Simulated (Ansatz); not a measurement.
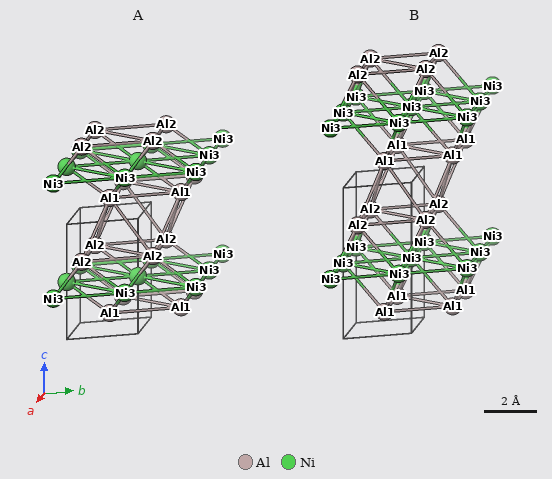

Two geometries of crystalline Al₂Ni (a generated structure, set up in P-3m1) (coarse preliminary run), drawn at one scale. One is the start of a relaxation, the other its converged end. A ball-and-stick model of the cell of the calculation, repeated 2 × 2 × 2 with one cell outlined, seen slightly off an axis.

Level of theory: Ansatz, DFT PBE, scalar-relativistic, plane waves, PAW. Settings: plane-wave cutoff 420 eV; k-point mesh 6 × 6 × 4; occupations gaussian; smearing width 0.1 eV; collinear spin; cell and atoms relaxed; force threshold 0.04 eV/Å; at most 70 steps.

**Which one is relaxed?**

Structure B is the relaxed one. The largest moves relative to the cell, 0.33 Å, are those of Al1 and Al2. Al2 goes along +c. Ni stays in place. The drawn cell changes as follows: a = b 2.953 → 2.826 Å (−4.3 %), c 4.603 → 6.031 Å (+31.0 %); the volume changes by +20.0 %. Near-neighbour distances that change, for instance: Al1–Ni3 2.070 → 2.482 Å, Ni3–Ni3 2.953 → 2.826 Å, Al1–Al1 2.953 → 2.826 Å, Al1–Al2 2.828 → 2.811 Å. The space group stays P-3m1 (No. 164). Over 10 accepted moves (12 points after the start) the energy falls by 1302 meV per atom. Largest force component: 5.8 eV/Å at the start, 0.01 eV/Å at the end. The pressure goes from 72.89 to −0.01 GPa. The SCF was repeated twice at an unchanged geometry on a basis and grid sized afresh for the cell, which shifted the energy by 46.8 meV per atom at most. The program noted that the starting moments weren't kept.
